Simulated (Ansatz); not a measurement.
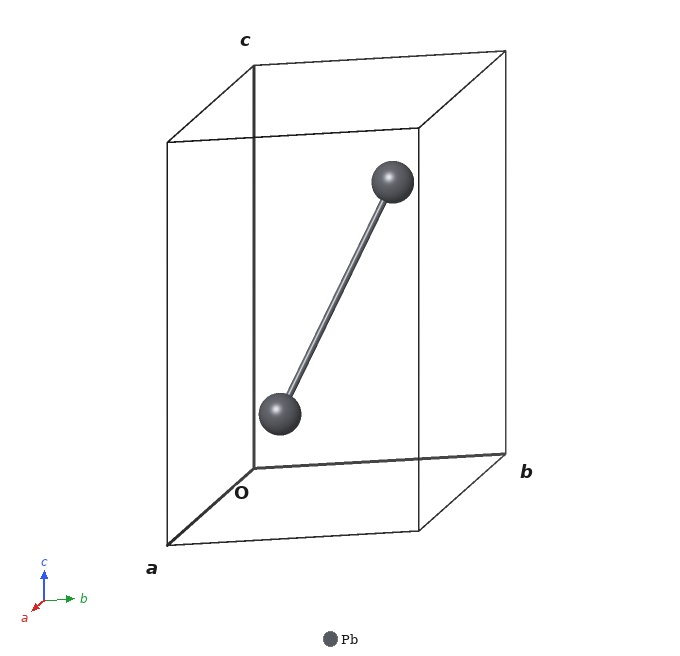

Crystal: Pb, the geometry relaxed at fixed volume with Ansatz 0.2.0, DFT r2SCAN, scalar-relativistic, plane waves, PAW; the starting structure was generated, so it need not be a known form of this composition. One unit cell is drawn above. Symmetry computed with spglib at a tolerance of 0.002 Å; standard conventional cell.

```
CELL_PARAMETERS angstrom
3.53014 0.00000 0.00000
-1.76507 3.05719 0.00000
0.00000 0.00000 5.87340
ATOMIC_POSITIONS crystal
Pb 0.33333 0.66667 0.75000
Pb 0.66667 0.33333 0.25000
```

What is its point group?

6/mmm (D6h), order 24, hexagonal system: one sixfold axis, six twofold axes, seven mirror planes, an inversion centre.

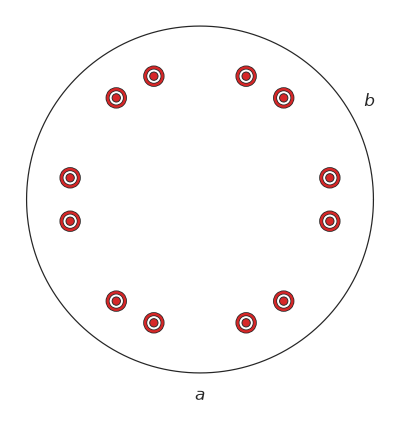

Stereographic projection: filled dots lie in the upper hemisphere, open rings in the lower. The poles are one general form. The c axis points at the viewer.

What does this class allow?

Class 6/mmm is centrosymmetric, so neither piezoelectric nor pyroelectric; it is not chiral. Its Laue class is 6/mmm.
